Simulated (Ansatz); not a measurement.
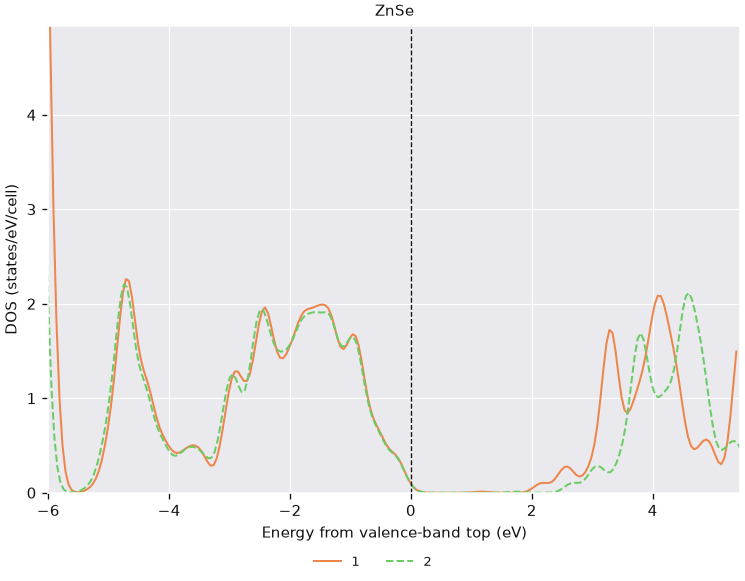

Total densities of states of ZnSe, space group I-4m2 (No. 119), 2 atoms in the cell, zincblende type, epitaxial (xy) strain +1.5%, by two methods on the same cell. The curves are built from the levels of the k mesh with Gaussians 0.3 eV wide, which also blur the band edges. Each is counted from its own valence-band top.

Which curve is which? The methods: r2SCAN, PBE.

1 is PBE; 2 is r2SCAN. PBE gives a gap of 1.17 eV and r2SCAN gives a gap of 1.74 eV.

Settings. PBE: DFT, PBE, plane waves, PAW, no spin polarisation, 8×8×8 k mesh, 420 eV cutoff (Ansatz 0.2.0). r2SCAN: DFT, r2SCAN, plane waves, PAW, no spin polarisation, 8×8×8 k mesh, 500 eV cutoff (Ansatz 0.2.0).
